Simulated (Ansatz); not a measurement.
## Run report: SiC, geometry relaxation (part 2 of 2)

The same run, continued: SiC (P6₃mc, 12 atoms in the cell); DFT PBE, scalar-relativistic, plane waves, PAW, no spin polarisation (Ansatz 0.2.0); cutoff 420 eV, 12×12×4 k-mesh, Gaussian smearing of 0.05 eV. The structure derives from an entry of the Crystallography Open Database.

Geometry of the input (Å; fractional positions):
```
3.0950  0.0000  0.0000
-1.5475  2.6803  0.0000
0.0000  0.0000  15.1700
Si 0.0000  0.0000  0.1250
Si 0.0000  0.0000  0.6250
Si 0.3333  0.6667  0.2917
Si 0.6667  0.3333  0.7917
Si 0.3333  0.6667  0.9583
Si 0.6667  0.3333  0.4583
C  0.0000  0.0000  0.0000
C  0.0000  0.0000  0.5000
C  0.3333  0.6667  0.1667
C  0.6667  0.3333  0.6667
C  0.3333  0.6667  0.8333
C  0.6667  0.3333  0.3333
```

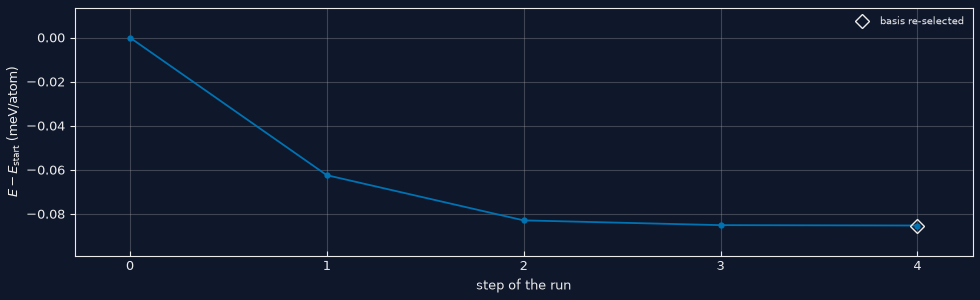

Fig. 1: Progress of the relaxation, step by step (the first geometry is step 0 here and step 1 in the log). The energy falls by 0.1 meV per atom in 3 geometry steps. Largest force component: 0.14 eV/Å at the start, 0.0049 eV/Å at the end. The pressure goes from 0.23 to 0.23 GPa. The largest moves relative to the cell, 0.005 Å, are those of C7 and C8. By element the largest moves are C 0.005 Å, Si 0.002 Å. Distances before and after: Si1–C7 1.896 → 1.903 Å. The space group stays P6_3mc (No. 186). A last SCF at the same geometry on a re-selected plane-wave basis shifts the energy by next to nothing (0.0 meV per atom). (Atoms are counted from 1 in the order of the input.)

```
basis re-selected at this cell: Δ(F+E_penalty+E_count) = -1.205e-6 eV, ΔP = +0.000 GPa vs the last step (what re-selecting the basis moved, of the pressure what is left beyond the Pulay correction that the steps carried, after the strain that the cell walked since its last selection, with what the two solves' SCF thresholds leave and, on support functions, any second-order correction that the steps lacked; it is no measure of the basis error at this ecutwfc). This SCF's stress stands 3.92e-3 GPa from its target on what of the cell is left free (relax.cell.stress_tol is 1.00e-1 GPa) and its largest allowed force component is 4.87e-3 eV/Å (relax.f_tol is 1.00e-2 eV/Å): within both
SCF converged after 8 iterations
Free energy (F): -5322.969536 eV
Harris-Foulkes:  -5322.969536 eV  (|F-HF|=1.82e-12)
Internal energy: -5322.969536 eV  (E = F + TS)
E sigma→0 (E₀):  -5322.969536 eV
Fermi energy:    10.366785 eV
--- Per-component energies (eV) ---
  E_band       = 165.659948
  E_kinetic    = 809.943643
  E_local      = -632.969838  (includes V_loc(G=0)·N_el)
  E_nonlocal   = 310.030326
  E_hartree    = 193.956369
  E_xc         = -631.613321
  E_vxc        = -654.393911  (∫ρ·V_xc dr)
  E_paw        = -3672.138631  (= ΣΔE_a)
  E_vpaw       = -54.863079  (= ΣTr[D̂ρ^β])
  E_aug_tail   = 0.000070  (compensation charges beyond the density's cutoff)
  E_ewald      = -1700.178154
  E_smearing   = -0.000000  (= −TS)
  E_closure    = 0.000000  (closes the sum)
  Σ components = -5322.969536   (vs F -5322.969536, Δ=0.00e0)
--- Forces (eV/Å), atoms counted from 1 ---
  atom   1  Si     0.00000000     0.00000000     0.00068805
  atom   2  Si     0.00000000    -0.00000000     0.00068805
  atom   3  Si     0.00000000     0.00000000     0.00487407
  atom   4  Si    -0.00000000    -0.00000000     0.00487407
  atom   5  Si     0.00000000    -0.00000000     0.00161177
  atom   6  Si     0.00000000     0.00000000     0.00161177
  atom   7  C      0.00000000     0.00000000     0.00084882
  atom   8  C     -0.00000000    -0.00000000     0.00084882
  atom   9  C     -0.00000000    -0.00000000    -0.00456285
  atom  10  C      0.00000000     0.00000000    -0.00456285
  atom  11  C      0.00000000     0.00000000    -0.00345957
  atom  12  C      0.00000000    -0.00000000    -0.00345957
  max |Σ_I F_I| component: 5.74e-7 eV/Å
--- Stress (GPa, compression-positive) ---
        0.236619      -0.000000      -0.000000
       -0.000000       0.236619      -0.000000
       -0.000000      -0.000000       0.230740
  P = ⅓ Tr σ = 0.2347 GPa (2.347 kbar)
--- Band table (eV; the first three rows and the last of 57) ---
  k-point 0: bands = ["-5.9949", "-5.4791", "-5.4438", "-3.9676", "-3.9389", "-2.4787", "0.8438", "3.1541", "3.1928", "6.9361", "6.9634", "8.2143", "8.2143", "8.4007", "8.4007", "8.5077", "8.5077", "8.9746", "8.9746", "9.0544", "9.0544", "9.3187", "9.3553", "9.3553", "14.4114", "14.5831", "14.9857", "15.4857", "15.4945", "15.8953", "16.2000", "16.2000", "16.4306", "16.4306", "16.6201", "16.7290"]
  k-point 1: bands = ["-5.9613", "-5.6940", "-5.1661", "-4.4050", "-3.4758", "-2.6332", "1.0528", "2.3267", "4.0879", "6.0044", "7.8332", "8.2292", "8.2292", "8.3417", "8.3417", "8.5884", "8.5884", "8.8632", "8.8632", "9.1225", "9.1538", "9.1538", "9.3306", "9.3306", "14.4290", "14.5451", "15.0577", "15.3974", "15.6058", "15.9339", "16.2249", "16.2249", "16.3832", "16.3832", "16.6019", "16.7556"]
  k-point 2: bands = ["-5.8607", "-5.8607", "-4.8124", "-4.8124", "-3.0099", "-3.0099", "1.5924", "1.5924", "5.0402", "5.0402", "8.2731", "8.2731", "8.2731", "8.2731", "8.5899", "8.5899", "8.7205", "8.7205", "8.7205", "8.7205", "9.2600", "9.2600", "9.2600", "9.2600", "14.4785", "14.4785", "15.2188", "15.2188", "15.8518", "15.8518", "16.2940", "16.2940", "16.2940", "16.2940", "16.6224", "16.6224"]
  k-point 56: bands = ["-1.5169", "-1.5169", "-1.3877", "-1.3877", "-1.3472", "-1.3472", "1.9396", "1.9396", "2.1061", "2.1061", "2.4992", "2.4992", "3.6188", "3.6188", "4.1561", "4.1561", "4.5742", "4.5742", "6.3338", "6.3338", "6.7433", "6.7433", "7.1133", "7.1133", "13.0217", "13.0217", "13.6767", "13.6767", "14.7778", "14.7778", "16.6544", "16.6544", "17.8495", "17.8495", "18.5205", "18.5205"]
--- Relaxed structure (4 steps of the walk, 4 accepted, 1 SCFs on fresh bases) ---
  F+E_penalty+E_count = -5322.96953557 eV   max|allowed force component| = 4.874e-3 eV/Å   (the final SCF, on the basis selected at the relaxed cell)
  cell:  # Å, volume = 125.8455 Å³
    - [3.0938374162579834, -1.2687732768022992e-33, -3.370179016506108e-34]
    - [-1.5469187081289917, 2.6793417976582243, 1.863704440792215e-20]
    - [-1.651877727965108e-33, 1.0548029501167725e-19, 15.181403125975645]
  atoms:
    - { symbol: Si, position: [1.952618963095005e-21, 3.905237926190704e-21, 0.12503729015797524] }
    - { symbol: Si, position: [1.9526189630913968e-21, 3.905237926182652e-21, 0.6250372901579752] }
    - { symbol: Si, position: [0.3333333333333333, 0.6666666666666666, 0.2918105090295952] }
    - { symbol: Si, position: [0.6666666666666665, 0.3333333333333333, 0.7918105090295952] }
    - { symbol: Si, position: [0.3333333333333333, 0.6666666666666666, 0.9583040632643113] }
    - { symbol: Si, position: [0.6666666666666665, 0.3333333333333333, 0.4583040632643113] }
    - { symbol: C, position: [-1.6402146632785647e-20, -3.280429326557151e-20, -0.0003132401408726115] }
    - { symbol: C, position: [-1.6402146632794022e-20, -3.280429326558843e-20, 0.4996867598591273] }
    - { symbol: C, position: [0.3333333333333333, 0.6666666666666666, 0.1668398105769067] }
    - { symbol: C, position: [0.6666666666666665, 0.3333333333333333, 0.6668398105769066] }
    - { symbol: C, position: [0.3333333333333333, 0.6666666666666666, 0.8333215671120839] }
    - { symbol: C, position: [0.6666666666666665, 0.3333333333333333, 0.33332156711208405] }
```

**Trajectory as extended XYZ (Å, eV, eV/Å), 5 frames, from step=1 to step=5**
```
12
Lattice="3.0950 0.0000 0.0000 -1.5475 2.6803 0.0000 0.0000 0.0000 15.1700" Properties=species:S:1:pos:R:3:forces:R:3 step=1 energy=-5322.96851 pressure_GPa=0.23
Si    0.0000    0.0000    1.8962    0.0000   0.0000   0.0419
Si    0.0000    0.0000    9.4812    0.0000   0.0000   0.0419
Si    0.0000    1.7869    4.4251    0.0000   0.0000   0.0250
Si    1.5475    0.8934   12.0101    0.0000   0.0000   0.0250
Si    0.0000    1.7869   14.5374    0.0000   0.0000   0.0550
Si    1.5475    0.8934    6.9524    0.0000   0.0000   0.0550
C     0.0000    0.0000    0.0000    0.0000   0.0000  -0.1414
C     0.0000    0.0000    7.5850    0.0000   0.0000  -0.1414
C     0.0000    1.7869    2.5288    0.0000   0.0000   0.0336
C     1.5475    0.8934   10.1138    0.0000   0.0000   0.0336
C     0.0000    1.7869   12.6412    0.0000   0.0000  -0.0141
C     1.5475    0.8934    5.0562    0.0000   0.0000  -0.0141
12
Lattice="3.0940 0.0000 0.0000 -1.5470 2.6795 0.0000 0.0000 0.0000 15.1796" Properties=species:S:1:pos:R:3:forces:R:3 step=2 energy=-5322.96926 pressure_GPa=0.23
Si    0.0000    0.0000    1.8966    0.0000   0.0000   0.0564
Si    0.0000    0.0000    9.4864    0.0000   0.0000   0.0564
Si    0.0000    1.7863    4.4289    0.0000   0.0000   0.0129
Si    1.5470    0.8932   12.0187    0.0000   0.0000   0.0129
Si    0.0000    1.7863   14.5464    0.0000   0.0000   0.0300
Si    1.5470    0.8932    6.9566    0.0000   0.0000   0.0300
C     0.0000    0.0000   -0.0026    0.0000   0.0000  -0.0707
C     0.0000    0.0000    7.5872    0.0000   0.0000  -0.0707
C     0.0000    1.7863    2.5323    0.0000   0.0000  -0.0107
C     1.5470    0.8932   10.1221    0.0000   0.0000  -0.0107
C     0.0000    1.7863   12.6500    0.0000   0.0000  -0.0180
C     1.5470    0.8932    5.0602    0.0000   0.0000  -0.0180
12
Lattice="3.0940 0.0000 0.0000 -1.5470 2.6795 0.0000 0.0000 0.0000 15.1796" Properties=species:S:1:pos:R:3:forces:R:3 step=3 energy=-5322.96951 pressure_GPa=0.23
Si    0.0000    0.0000    1.8976    0.0000   0.0000   0.0176
Si    0.0000    0.0000    9.4874    0.0000   0.0000   0.0176
Si    0.0000    1.7863    4.4296    0.0000   0.0000   0.0087
Si    1.5470    0.8932   12.0194    0.0000   0.0000   0.0087
Si    0.0000    1.7863   14.5465    0.0000   0.0000   0.0095
Si    1.5470    0.8932    6.9567    0.0000   0.0000   0.0095
C     0.0000    0.0000   -0.0047    0.0000   0.0000  -0.0078
C     0.0000    0.0000    7.5852    0.0000   0.0000  -0.0078
C     0.0000    1.7863    2.5329    0.0000   0.0000  -0.0177
C     1.5470    0.8932   10.1227    0.0000   0.0000  -0.0177
C     0.0000    1.7863   12.6497    0.0000   0.0000  -0.0103
C     1.5470    0.8932    5.0599    0.0000   0.0000  -0.0103
12
Lattice="3.0938 0.0000 0.0000 -1.5469 2.6793 0.0000 0.0000 0.0000 15.1814" Properties=species:S:1:pos:R:3:forces:R:3 step=4 energy=-5322.96953 pressure_GPa=0.23
Si    0.0000    0.0000    1.8982    0.0000   0.0000   0.0007
Si    0.0000    0.0000    9.4889    0.0000   0.0000   0.0007
Si    0.0000    1.7862    4.4301    0.0000   0.0000   0.0049
Si    1.5469    0.8931   12.0208    0.0000   0.0000   0.0049
Si    0.0000    1.7862   14.5484    0.0000   0.0000   0.0016
Si    1.5469    0.8931    6.9577    0.0000   0.0000   0.0016
C     0.0000    0.0000   -0.0048    0.0000   0.0000   0.0009
C     0.0000    0.0000    7.5859    0.0000   0.0000   0.0009
C     0.0000    1.7862    2.5329    0.0000   0.0000  -0.0046
C     1.5469    0.8931   10.1236    0.0000   0.0000  -0.0046
C     0.0000    1.7862   12.6510    0.0000   0.0000  -0.0034
C     1.5469    0.8931    5.0603    0.0000   0.0000  -0.0034
12
Lattice="3.0938 0.0000 0.0000 -1.5469 2.6793 0.0000 0.0000 0.0000 15.1814" Properties=species:S:1:pos:R:3:forces:R:3 step=5 energy=-5322.96954 pressure_GPa=0.23
Si    0.0000    0.0000    1.8982    0.0000   0.0000   0.0007
Si    0.0000    0.0000    9.4889    0.0000   0.0000   0.0007
Si    0.0000    1.7862    4.4301    0.0000   0.0000   0.0049
Si    1.5469    0.8931   12.0208    0.0000   0.0000   0.0049
Si    0.0000    1.7862   14.5484    0.0000   0.0000   0.0016
Si    1.5469    0.8931    6.9577    0.0000   0.0000   0.0016
C     0.0000    0.0000   -0.0048    0.0000   0.0000   0.0008
C     0.0000    0.0000    7.5859    0.0000   0.0000   0.0008
C     0.0000    1.7862    2.5329    0.0000   0.0000  -0.0046
C     1.5469    0.8931   10.1236    0.0000   0.0000  -0.0046
C     0.0000    1.7862   12.6510    0.0000   0.0000  -0.0035
C     1.5469    0.8931    5.0603    0.0000   0.0000  -0.0035
```

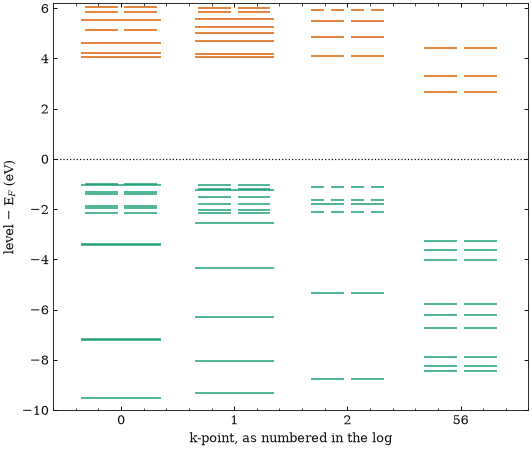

Fig. 2: Kohn–Sham levels near the Fermi level (dotted) at the few k-points that the log prints; levels within 0.02 eV of each other stand side by side. Among these points the highest filled and lowest empty levels are 3.67 eV apart; the gap on the full mesh, 2.02 eV, has an edge at a point that isn't printed.
